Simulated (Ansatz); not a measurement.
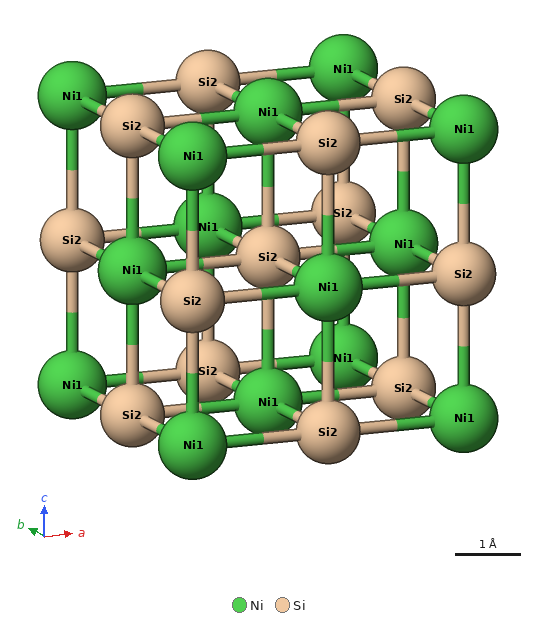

Figure 1. The input geometry (ball-and-stick view of the cell 4 times as large as that of the calculation, set on its symmetry axes, seen slightly off an axis; atoms are numbered from 1 in the order of the input).

Geometry relaxation, with input and output: NiSi (part 1 of 2)

NiSi (Fm-3m, 2 atoms in the cell), computed with DFT, PBE, PAW with Ansatz's default frozen-core files, scalar-relativistic, no spin polarisation (Ansatz 0.2.0).

The structure was built on a prototype by a generator; it need not be a known phase. Its volume is 0.93 times that of the source entry. It belongs to a series of runs on one base structure; here: rocksalt relaxed under pressure, PAW files. Figures and captions count atoms from 1; the log counts them from 0 in places.

**Output**
```
Engine: ansatz 0.2.0, x86_64-unknown-linux-gnu
Pseudopotentials: kind: paw
Pseudopotential: Ni, paw, valence charge 18, recommended cutoff 420 eV (normal), Ni.paw.azcp
Pseudopotential: Si, paw, valence charge 4, recommended cutoff 420 eV (normal), Si.paw.azcp
Functional definition: PBE
  parameter kappa = 0.804
  parameter beta = 0.06672455060314922
  exchange = pbe_x(kappa = kappa, mu = beta*pi^2/3)
  correlation = pbe_c(beta = beta)
Crystal: 2 atoms, lattice volume = 24.756 Å³
Basis set: ecut = 420 eV, 531 PW (Γ), exchange–correlation on 48×48×48 points (8 copies of the dense FFT grid, shifted against one another)
Bands: 15, of which v1, the nominal top of the filled ones, is band 11 counted from 1 (10 counted from 0)
Symmetry: 48 space group operations
Space group: Fm-3m (ITA 225), of the structure as read, at distance tolerance 2.9e-5 Å
k-points: 120 of 3375
Non-local potential: Ni, projectors of the file, l = 0: 3, l = 1: 2, l = 2: 3, l = 3: 1
Non-local potential: Si, projectors of the file, l = 0: 2, l = 1: 2, l = 2: 2
PAW form: soft (Blöchl's): semilocal exchange-correlation on the pseudo side does not see the compensation charge
PAW one-centre angular grid: Ni, 590 points (default); XC on 64 Gauss nodes
PAW one-centre angular grid: Si, 110 points (default); XC on 64 Gauss nodes
Initial density: superposition of atomic densities (neutral atoms: chi_scale 0, normalization atom), corrected by the library's trained network
Initial wavefunctions: pseudopotential atomic-orbital guess
Functional: x = pbe(κ = 0.804, μ = 0.2195149727645171), c = pbe(β = 0.06672455060314922)
SCF iter   1: F=—  HF=-6475.435898 eV  |F-HF|=—  |Δ(HF+E_count)|=         —  Δρ=1.29e-2  dr2=2.26e-2  ethr=1.77e-3  ⟨swp⟩=4.7  Hψ=9072  notcnv=0
preconditioner: auto → none  [metal: Δε(μ)=0.006 eV  Ē_g=8.840 eV  σ=0.050 eV  W_gap=0.03  n_scr=8 (ndim 8)  ℏωp=27.9 eV  f_vac=0.000  D(μ)=1.24/eV (n_scr^D=14)  sad-step TF]
SCF iter   2: F=—  HF=-6475.433843 eV  |F-HF|=—  |Δ(HF+E_count)|=   2.05e-3  Δρ=5.99e-3  dr2=5.13e-3  ethr=1.03e-4  ⟨swp⟩=2.0  Hψ=3159  notcnv=0  defer=16
SCF iter   3: F=—  HF=-6475.433133 eV  |F-HF|=—  |Δ(HF+E_count)|=   7.11e-4  Δρ=6.49e-4  dr2=6.22e-5  ethr=2.33e-5  ⟨swp⟩=1.1  Hψ=1811  notcnv=0  defer=16
SCF iter   4: F=—  HF=-6475.433127 eV  |F-HF|=—  |Δ(HF+E_count)|=   5.79e-6  Δρ=1.27e-4  dr2=1.56e-6  ethr=2.83e-7  ⟨swp⟩=2.2  Hψ=2857  notcnv=0  defer=16
iter 5 did not close the SCF: its close was put off for the readings that it lacked (scf_convergence_deferred on its scf_iter line)
SCF iter   5: F=-6475.433129 eV  HF=-6475.433129 eV  |F-HF|=3.83e-8  |Δ(HF+E_count)|=   1.58e-6  Δρ=1.70e-5  dr2=3.55e-8  ethr=7.07e-9  ⟨swp⟩=2.1  Hψ=2635  notcnv=0  defer=16
SCF iter   6: F=-6475.433129 eV  HF=-6475.433129 eV  |F-HF|=3.16e-10  |Δ(HF+E_count)|=  1.31e-10  Δρ=1.60e-6  dr2=2.34e-10  ethr=1.61e-10  ⟨swp⟩=6.0  Hψ=10726  notcnv=0
SCF 1 converged in 6 iterations: F = -6475.433129 eV  dr2 = 2.34e-10
  greatest PAW one-centre occupation: 1.001 electrons in one spin orbital (limit 2), on the Ni atom at site 0 (counted from 0), in its partial waves of l = 1
relax step   1: F+E_penalty+E_count = -6475.43312862 eV  Δ(F+E_penalty+E_count) = +0.000e0 eV  max|allowed force component| = 4.766e-31 eV/Å  Δτ_max = 0.0000 Å  P = +12.093 GPa  Ω = 24.756 Å³  (6 SCF iters, dr2 threshold 1.00e-7 eV, accepted)
Crystal: 2 atoms, lattice volume = 24.763 Å³
Initial density: handed on by an earlier stage of this run
Initial wavefunctions: those handed on with the density
iter 1 solved again at ethr=2.73e-10 eV; its pass at ethr=3.10e-3 eV (dr2=6.01e-8 eV) is discarded
SCF iter   1: F=—  HF=-6475.433673 eV  |F-HF|=—  |Δ(HF+E_count)|=         —  Δρ=2.09e-5  dr2=5.66e-8  ethr=2.73e-10  ⟨swp⟩=2.1  Hψ=10702  notcnv=0
preconditioner: auto → none  [metal: Δε(μ)=0.011 eV  Ē_g=8.865 eV  σ=0.050 eV  W_gap=0.05  n_scr=8 (ndim 8)  ℏωp=27.9 eV  f_vac=0.000  D(μ)=1.25/eV (n_scr^D=14)]
iter 2 did not close the SCF: its close was put off for the readings that it lacked (scf_convergence_deferred on its scf_iter line)
SCF iter   2: F=-6475.433677 eV  HF=-6475.433677 eV  |F-HF|=1.89e-9  |Δ(HF+E_count)|=   3.66e-6  Δρ=5.72e-6  dr2=4.04e-9  ethr=2.57e-10  ⟨swp⟩=1.1  Hψ=1835  notcnv=0
iter 3 did not close the SCF: its close was put off for the readings that it lacked (scf_convergence_deferred on its scf_iter line)
SCF iter   3: F=-6475.433677 eV  HF=-6475.433677 eV  |F-HF|=1.36e-10  |Δ(HF+E_count)|=   1.46e-9  Δρ=1.58e-6  dr2=3.06e-10  ethr=1.84e-11  ⟨swp⟩=1.9  Hψ=2579  notcnv=0
iter 4 did not close the SCF: its close was put off for the readings that it lacked (scf_convergence_deferred on its scf_iter line)
SCF iter   4: F=-6475.433677 eV  HF=-6475.433677 eV  |F-HF|=7.28e-12  |Δ(HF+E_count)|=  3.64e-11  Δρ=2.98e-7  dr2=1.39e-11  ethr=1.39e-12  ⟨swp⟩=2.2  Hψ=3090  notcnv=0
iter 5 did not close the SCF: its close was put off for the readings that it lacked (scf_convergence_deferred on its scf_iter line)
SCF iter   5: F=-6475.433677 eV  HF=-6475.433677 eV  |F-HF|=9.09e-13  |Δ(HF+E_count)|=    0.00e0  Δρ=1.86e-8  dr2=6.05e-14  ethr=1.00e-12  ⟨swp⟩=1.0  Hψ=1800  notcnv=0
SCF iter   6: F=-6475.433677 eV  HF=-6475.433677 eV  |F-HF|=0.00e0  |Δ(HF+E_count)|=    0.00e0  Δρ=3.20e-9  dr2=1.77e-15  ethr=1.00e-12  ⟨swp⟩=3.1  Hψ=6728  notcnv=0
SCF 2 converged in 6 iterations: F = -6475.433677 eV  dr2 = 1.77e-15
relax step   2: F+E_penalty+E_count = -6475.43367656 eV  Δ(F+E_penalty+E_count) = -5.479e-4 eV  max|allowed force component| = 1.602e-31 eV/Å  Δτ_max = 0.0000 Å  P = +12.036 GPa  Ω = 24.763 Å³  energy of the carried Pulay correction = -2.057e-6 eV  (6 SCF iters, accepted)
Crystal: 2 atoms, lattice volume = 24.768 Å³
iter 1 solved again at ethr=1.20e-10 eV; its pass at ethr=3.10e-3 eV (dr2=2.64e-8 eV) is discarded
SCF iter   1: F=—  HF=-6475.434017 eV  |F-HF|=—  |Δ(HF+E_count)|=         —  Δρ=1.39e-5  dr2=2.49e-8  ethr=1.20e-10  ⟨swp⟩=2.1  Hψ=10700  notcnv=0
preconditioner: auto → none  [metal: Δε(μ)=0.011 eV  Ē_g=8.864 eV  σ=0.050 eV  W_gap=0.05  n_scr=8 (ndim 8)  ℏωp=27.9 eV  f_vac=0.000  D(μ)=1.25/eV (n_scr^D=14)]
iter 2 did not close the SCF: its close was put off for the readings that it lacked (scf_convergence_deferred on its scf_iter line)
SCF iter   2: F=-6475.434021 eV  HF=-6475.434021 eV  |F-HF|=7.27e-10  |Δ(HF+E_count)|=   3.67e-6  Δρ=3.54e-6  dr2=1.57e-9  ethr=1.13e-10  ⟨swp⟩=1.7  Hψ=2368  notcnv=0
iter 3 did not close the SCF: its close was put off for the readings that it lacked (scf_convergence_deferred on its scf_iter line)
SCF iter   3: F=-6475.434021 eV  HF=-6475.434021 eV  |F-HF|=4.18e-11  |Δ(HF+E_count)|=  5.49e-10  Δρ=1.00e-6  dr2=1.26e-10  ethr=7.14e-12  ⟨swp⟩=1.8  Hψ=2509  notcnv=0
iter 4 did not close the SCF: its close was put off for the readings that it lacked (scf_convergence_deferred on its scf_iter line)
SCF iter   4: F=-6475.434021 eV  HF=-6475.434021 eV  |F-HF|=9.09e-13  |Δ(HF+E_count)|=  1.36e-11  Δρ=2.03e-7  dr2=6.59e-12  ethr=1.00e-12  ⟨swp⟩=1.3  Hψ=2047  notcnv=0
iter 5 did not close the SCF: its close was put off for the readings that it lacked (scf_convergence_deferred on its scf_iter line)
SCF iter   5: F=-6475.434021 eV  HF=-6475.434021 eV  |F-HF|=1.82e-12  |Δ(HF+E_count)|=  1.82e-12  Δρ=1.15e-8  dr2=2.13e-14  ethr=1.00e-12  ⟨swp⟩=1.0  Hψ=1800  notcnv=0
SCF iter   6: F=-6475.434021 eV  HF=-6475.434021 eV  |F-HF|=0.00e0  |Δ(HF+E_count)|=  1.82e-12  Δρ=3.06e-9  dr2=1.87e-15  ethr=1.00e-12  ⟨swp⟩=3.1  Hψ=6651  notcnv=0
SCF 3 converged in 6 iterations: F = -6475.434021 eV  dr2 = 1.87e-15
relax step   3: F+E_penalty+E_count = -6475.43402105 eV  Δ(F+E_penalty+E_count) = -3.445e-4 eV  max|allowed force component| = 2.695e-30 eV/Å  Δτ_max = 0.0000 Å  P = +12.000 GPa  Ω = 24.768 Å³  energy of the carried Pulay correction = -3.354e-6 eV  (6 SCF iters, accepted)
Initial wavefunctions: pseudopotential atomic-orbital guess (no wavefunctions were taken with the density)
iter 1 solved again at ethr=2.26e-7 eV; its pass at ethr=3.10e-3 eV (dr2=4.98e-5 eV) is discarded
SCF iter   1: F=—  HF=-6475.434019 eV  |F-HF|=—  |Δ(HF+E_count)|=         —  Δρ=1.12e-6  dr2=8.16e-11  ethr=2.26e-7  ⟨swp⟩=3.0  Hψ=13943  notcnv=0
eigensolver tolerance schedule: the retry pair's looser diagonalisation over-reported the residual by 610118.99 of it (diagonalisation noise at an unbounded share of the residual, at the tolerance the schedule requests for it); recorded, not acted on — ethr = c·dr2/N_el stays at c = 1.0e-1
SCF iter   2: F=—  HF=-6475.434028 eV  |F-HF|=—  |Δ(HF+E_count)|=   9.51e-6  Δρ=7.76e-7  dr2=3.23e-11  ethr=1.00e-12  ⟨swp⟩=3.5  Hψ=4469  notcnv=0
SCF iter   3: F=—  HF=-6475.434028 eV  |F-HF|=—  |Δ(HF+E_count)|=  4.55e-12  Δρ=3.20e-7  dr2=1.00e-11  ethr=1.00e-12  ⟨swp⟩=2.8  Hψ=2557  notcnv=0
iter 4 did not close the SCF: its close was put off for the readings that it lacked (scf_convergence_deferred on its scf_iter line)
SCF iter   4: F=-6475.434028 eV  HF=-6475.434028 eV  |F-HF|=1.82e-12  |Δ(HF+E_count)|=  6.37e-12  Δρ=1.42e-7  dr2=2.20e-12  ethr=1.00e-12  ⟨swp⟩=1.0  Hψ=1800  notcnv=0
iter 5 did not close the SCF: its close was put off for the readings that it lacked (scf_convergence_deferred on its scf_iter line)
SCF iter   5: F=-6475.434028 eV  HF=-6475.434028 eV  |F-HF|=2.73e-12  |Δ(HF+E_count)|=  1.82e-12  Δρ=1.85e-8  dr2=2.70e-14  ethr=1.00e-12  ⟨swp⟩=1.0  Hψ=1800  notcnv=0
iter 6 did not close the SCF: its close was put off for the readings that it lacked (scf_convergence_deferred on its scf_iter line)
SCF iter   6: F=-6475.434028 eV  HF=-6475.434028 eV  |F-HF|=0.00e0  |Δ(HF+E_count)|=  1.82e-12  Δρ=1.37e-9  dr2=3.88e-16  ethr=1.00e-12  ⟨swp⟩=1.0  Hψ=1800  notcnv=0
iter 7 did not close the SCF: its close was put off for the readings that it lacked (scf_convergence_deferred on its scf_iter line)
SCF iter   7: F=-6475.434028 eV  HF=-6475.434028 eV  |F-HF|=1.82e-12  |Δ(HF+E_count)|=  1.82e-12  Δρ=2.05e-9  dr2=4.75e-16  ethr=1.00e-12  ⟨swp⟩=1.0  Hψ=1800  notcnv=0
SCF iter   8: F=-6475.434028 eV  HF=-6475.434028 eV  |F-HF|=1.82e-12  |Δ(HF+E_count)|=  9.09e-13  Δρ=4.79e-10  dr2=2.76e-17  ethr=1.00e-12  ⟨swp⟩=2.0  Hψ=5085  notcnv=0
SCF 4 converged in 8 iterations: F = -6475.434028 eV  dr2 = 2.76e-17
relax step   4: F+E_penalty+E_count = -6475.43402805 eV  Δ(F+E_penalty+E_count) = -6.997e-6 eV  max|allowed force component| = 4.010e-30 eV/Å  Δτ_max = 0.0000 Å  P = +12.000 GPa  Ω = 24.768 Å³  stress off target by 2.71e-4 GPa  SCF on the basis re-selected at this cell (its energy is not comparable with the rows above)  (8 SCF iters)
```

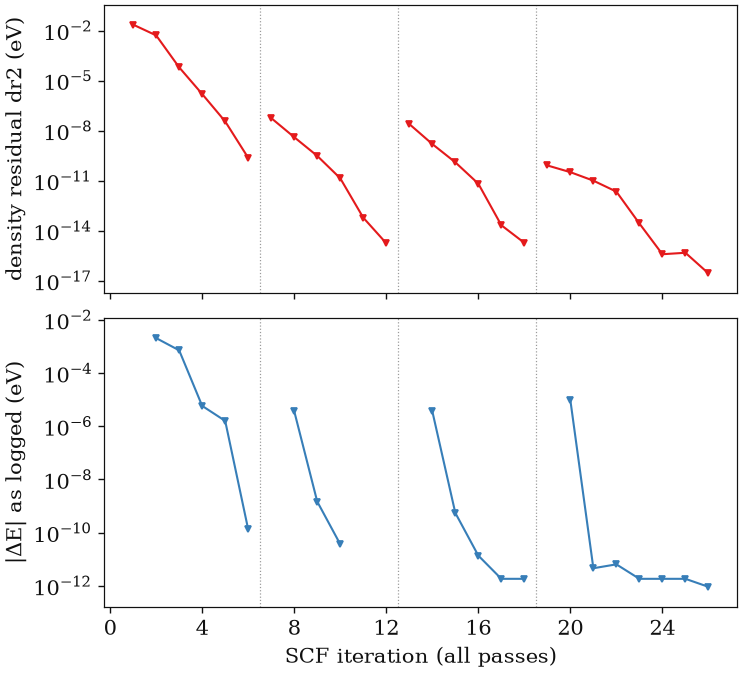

Figure 2. Convergence of the self-consistent field: density residual dr2 and size of the energy change against the SCF iteration. The dotted lines part the SCF passes of the relaxation: geometry steps, rejected trials and re-solves on a re-selected basis. The passes take 6, 6, 6 and 8 iterations.

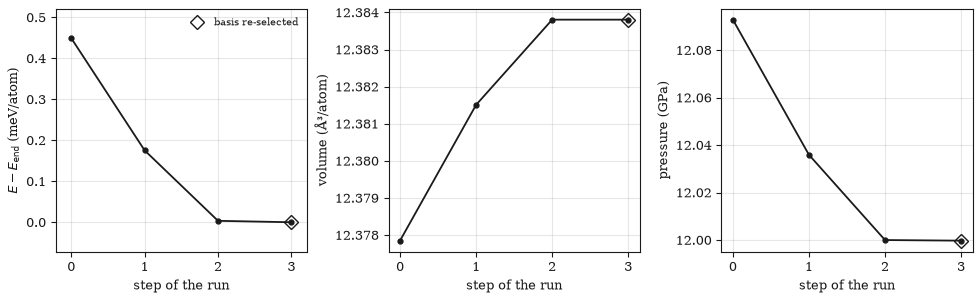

Figure 3. Progress of the relaxation, step by step (the first geometry is step 0 here and step 1 in the log). Over 2 geometry steps the energy falls by 0.4 meV per atom. All forces vanish by symmetry, so only the cell relaxes. The pressure goes from 12.09 to 12.00 GPa. No atom moves by more than 0.005 Å. The lattice vectors keep their values. The space group stays Fm-3m (No. 225). A last SCF at the same geometry on a re-selected plane-wave basis shifts the energy by next to nothing (0.0 meV per atom).
